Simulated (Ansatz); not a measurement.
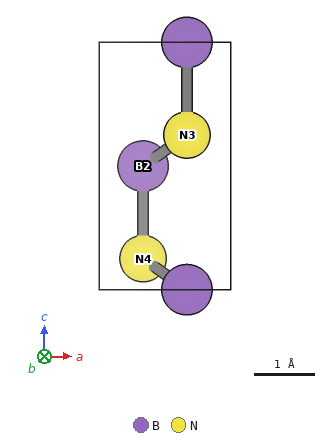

The structure (ball-and-stick view of the cell of the calculation, along the b axis; atoms are numbered from 1 in the order of the input). Near neighbours in the crystal (not all of them lie inside the picture): B has 4 N at 1.55 to 1.57 Å; N has 4 B at 1.55 to 1.57 Å.

# BN: a changed input and its effect

System: BN (Cmc2₁, 4 atoms in the cell).
Method of run 1: DFT LDA, scalar-relativistic, plane waves, PAW, no spin polarisation (Ansatz 0.2.0).

The structure derives from a Materials Project entry. Text and figures count atoms from 1; the logs count them from 0 in places.

### Input file, run 1
```yaml
crystal:
  lattice:
    - [2.582120957, 0.0, 0.0]
    - [-1.2910604785, 2.1852656546, 0.0]
    - [0.0, 0.0, 4.1752150364]
  atoms:
    - { symbol: B, position: [0.6666666667, 0.3333333333, 0.999708731] }
    - { symbol: B, position: [0.3333333333, 0.6666666667, 0.499708731] }
    - { symbol: "N", position: [0.6666666667, 0.3333333333, 0.625291269] }
    - { symbol: "N", position: [0.3333333333, 0.6666666667, 0.125291269] }
basis:
  ecutwfc: 520.0
kpoints:
  mp_grid: { grid: [12, 12, 6] }
hamiltonian:
  xc: lda
  pseudopotentials: { kind: paw }
scf:
  occupations: { method: gaussian, width: 0.05 }
output:
  forces: true
  stress: true
  eigenvalues: true
```

Launched with:
```bash
ansatz run input.yaml --threads 1 --pin off --max-ram 2048MiB --backend cpu --events-out ev --progress --plain --runs-dir out
```

Hardware: 1 thread of Arm Neoverse N1, 54 GiB of memory available, shared host.

### Output, shortened to warnings, some set-up lines, iterations and results (run 1)
```
Basis set: ecut = 520 eV, 627 PW (Γ)
Symmetry: 4 space group operations
k-points: 172 of 864 (time reversal used)
Initial density: superposition of atomic densities (neutral atoms: chi_scale 0, normalization atom), corrected by the library's trained network
[...]
SCF iter   1: F=—  HF=-1052.851085 eV  |F-HF|=—  |Δ(HF+E_count)|=         —  Δρ=9.88e-3  dr2=1.73e-2  ethr=1.77e-3  ⟨swp⟩=5.6  Hψ=11180  notcnv=0
SCF iter   2: F=—  HF=-1052.846180 eV  |F-HF|=—  |Δ(HF+E_count)|=   4.90e-3  Δρ=4.03e-3  dr2=1.45e-3  ethr=1.08e-4  ⟨swp⟩=2.9  Hψ=5215  notcnv=0
SCF iter   3: F=—  HF=-1052.845724 eV  |F-HF|=—  |Δ(HF+E_count)|=   4.57e-4  Δρ=1.67e-3  dr2=1.98e-4  ethr=9.09e-6  ⟨swp⟩=2.1  Hψ=3248  notcnv=0
SCF iter   4: F=—  HF=-1052.845665 eV  |F-HF|=—  |Δ(HF+E_count)|=   5.83e-5  Δρ=2.52e-4  dr2=4.08e-6  ethr=1.24e-6  ⟨swp⟩=1.0  Hψ=2064  notcnv=0
SCF iter   5: F=—  HF=-1052.845666 eV  |F-HF|=—  |Δ(HF+E_count)|=   2.80e-7  Δρ=1.63e-5  dr2=2.29e-8  ethr=2.55e-8  ⟨swp⟩=2.3  Hψ=3421  notcnv=0
SCF iter   6: F=-1052.845666 eV  HF=-1052.845666 eV  |F-HF|=1.05e-10  |Δ(HF+E_count)|=   3.15e-9  Δρ=2.12e-6  dr2=2.73e-10  ethr=1.43e-10  ⟨swp⟩=1.5  Hψ=6822  notcnv=0
SCF 1 converged in 6 iterations: F = -1052.845666 eV  dr2 = 2.73e-10
SCF converged after 6 iterations
Free energy (F): -1052.845666 eV
Harris-Foulkes:  -1052.845666 eV  (|F-HF|=1.05e-10)
Internal energy: -1052.845666 eV  (E = F + TS)
E sigma→0 (E₀):  -1052.845666 eV
Fermi energy:    13.656299 eV
--- Per-component energies (eV) ---
  E_band       = 50.149485
  E_kinetic    = 370.513062
  E_local      = -354.672807  (includes V_loc(G=0)·N_el)
  E_nonlocal   = 117.452931
  E_hartree    = 98.045006
  E_xc         = -185.184722
  E_vxc        = -231.175932  (∫ρ·V_xc dr)
  E_paw        = -382.820989  (= ΣΔE_a)
  E_vpaw       = -48.057677  (= ΣTr[D̂ρ^β])
  E_aug_tail   = 0.000016  (compensation charges beyond the density's cutoff)
  E_ewald      = -716.429919
  E_core_change = 0.251757  (= ΣΔE_core)
  E_smearing   = -0.000000  (= −TS)
  E_closure    = 0.000000  (closes the sum)
  Σ components = -1052.845666   (vs F -1052.845666, Δ=0.00e0)
--- Forces (eV/Å), atoms counted from 1 ---
  atom   1  B      0.00000000     0.05309387     0.02617324
  atom   2  B      0.00000000    -0.05309387     0.02617324
  atom   3  N      0.00000000     0.10514054    -0.02616884
  atom   4  N      0.00000000    -0.10514054    -0.02616884
  max |Σ_I F_I| component: 8.79e-6 eV/Å
--- Stress (GPa, compression-positive) ---
      -21.609065       0.000000       0.000000
        0.000000      -2.935500       0.000000
        0.000000       0.000000      -1.429729
  P = ⅓ Tr σ = -8.6581 GPa (-86.581 kbar)
```

For run 2 the input was changed thus:
```diff
-    - [2.582120957, 0.0, 0.0]
-    - [-1.2910604785, 2.1852656546, 0.0]
+    - [2.4645338988, 0.0, 0.0]
+    - [-1.2322669494, 2.1852656546, 0.0]
```

Predict how the results change.

With the same functional and potentials, run 2 lies 1.0 meV per atom higher. The gap on the mesh goes from 4.94 to 4.76 eV. The pressure goes from −8.66 to 10.08 GPa. The largest force goes from 0.108 to 0.157 eV/Å. The volume per atom goes from 5.89 to 5.62 Å³. The number of SCF iterations is the same. The plane waves at Γ go from 627 to 599.

### Output, shortened to warnings, some set-up lines, iterations and results (run 2)
```
Basis set: ecut = 520 eV, 599 PW (Γ)
Symmetry: 4 space group operations
k-points: 172 of 864 (time reversal used)
Initial density: superposition of atomic densities (neutral atoms: chi_scale 0, normalization atom), corrected by the library's trained network
[...]
SCF iter   1: F=—  HF=-1052.847674 eV  |F-HF|=—  |Δ(HF+E_count)|=         —  Δρ=1.08e-2  dr2=1.95e-2  ethr=1.77e-3  ⟨swp⟩=5.7  Hψ=11340  notcnv=0
SCF iter   2: F=—  HF=-1052.841965 eV  |F-HF|=—  |Δ(HF+E_count)|=   5.71e-3  Δρ=4.10e-3  dr2=1.43e-3  ethr=1.22e-4  ⟨swp⟩=2.9  Hψ=5258  notcnv=0
SCF iter   3: F=—  HF=-1052.841524 eV  |F-HF|=—  |Δ(HF+E_count)|=   4.40e-4  Δρ=1.72e-3  dr2=1.92e-4  ethr=8.95e-6  ⟨swp⟩=2.2  Hψ=3262  notcnv=0
SCF iter   4: F=—  HF=-1052.841472 eV  |F-HF|=—  |Δ(HF+E_count)|=   5.27e-5  Δρ=2.31e-4  dr2=3.11e-6  ethr=1.20e-6  ⟨swp⟩=1.0  Hψ=2064  notcnv=0
SCF iter   5: F=—  HF=-1052.841473 eV  |F-HF|=—  |Δ(HF+E_count)|=   1.30e-6  Δρ=1.57e-5  dr2=1.74e-8  ethr=1.94e-8  ⟨swp⟩=2.2  Hψ=3406  notcnv=0
SCF iter   6: F=-1052.841473 eV  HF=-1052.841473 eV  |F-HF|=9.82e-11  |Δ(HF+E_count)|=   2.34e-9  Δρ=1.96e-6  dr2=1.74e-10  ethr=1.09e-10  ⟨swp⟩=1.5  Hψ=6689  notcnv=0
SCF 1 converged in 6 iterations: F = -1052.841473 eV  dr2 = 1.74e-10
SCF converged after 6 iterations
Free energy (F): -1052.841473 eV
Harris-Foulkes:  -1052.841473 eV  (|F-HF|=9.82e-11)
Internal energy: -1052.841473 eV  (E = F + TS)
E sigma→0 (E₀):  -1052.841473 eV
Fermi energy:    14.382811 eV
--- Per-component energies (eV) ---
  E_band       = 58.531034
  E_kinetic    = 376.152891
  E_local      = -345.478895  (includes V_loc(G=0)·N_el)
  E_nonlocal   = 118.397843
  E_hartree    = 95.594341
  E_xc         = -186.596004
  E_vxc        = -232.995850  (∫ρ·V_xc dr)
  E_paw        = -383.456506  (= ΣΔE_a)
  E_vpaw       = -48.733575  (= ΣTr[D̂ρ^β])
  E_aug_tail   = 0.000019  (compensation charges beyond the density's cutoff)
  E_ewald      = -727.706920
  E_core_change = 0.251757  (= ΣΔE_core)
  E_smearing   = -0.000000  (= −TS)
  E_closure    = 0.000000  (closes the sum)
  Σ components = -1052.841473   (vs F -1052.841473, Δ=0.00e0)
--- Forces (eV/Å), atoms counted from 1 ---
  atom   1  B      0.00000000    -0.09560210    -0.06015066
  atom   2  B      0.00000000     0.09560210    -0.06015066
  atom   3  N      0.00000000    -0.14478604     0.06015279
  atom   4  N      0.00000000     0.14478604     0.06015279
  max |Σ_I F_I| component: 4.27e-6 eV/Å
--- Stress (GPa, compression-positive) ---
       25.360956       0.000000       0.000000
        0.000000       3.344751       0.000000
        0.000000       0.000000       1.531569
  P = ⅓ Tr σ = 10.0791 GPa (100.791 kbar)
```

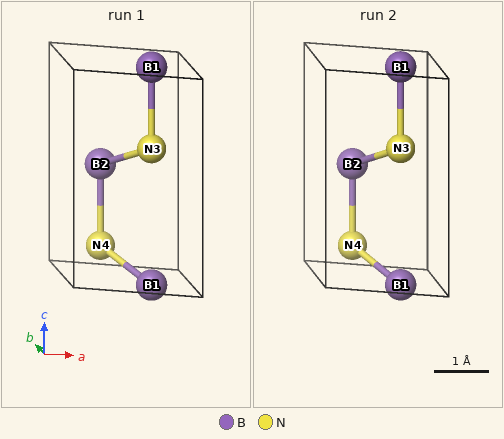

The two input geometries at one scale (ball-and-stick view of the cell of the calculation, seen slightly off an axis). The atoms keep their places relative to the cell (all moves are under 0.005 Å). Cell: a 2.582 → 2.465 Å (−4.6 %), b 2.538 → 2.509 Å (−1.2 %), c stays at 4.175 Å, γ 120.6° → 119.4°. Volume −4.6 %. Among the contacts that change: B1–N4 1.572 → 1.524 Å.

### The two runs side by side

| quantity | run 1 | run 2 |
| --- | --- | --- |
| outcome | converged | converged |
| free energy per atom (eV) | −263.2114 | −263.2104 |
| gap on the mesh (eV) | 4.94 | 4.76 |
| pressure (GPa) | −8.66 | 10.08 |
| volume per atom (Å³) | 5.89 | 5.62 |
| largest force (eV/Å) | 0.108 | 0.157 |
| SCF iterations | 6 | 6 |
| irreducible k-points | 172 | 172 |
| plane waves at Γ | 627 | 599 |
| wall time (shared host) | 10 s | 9.3 s |
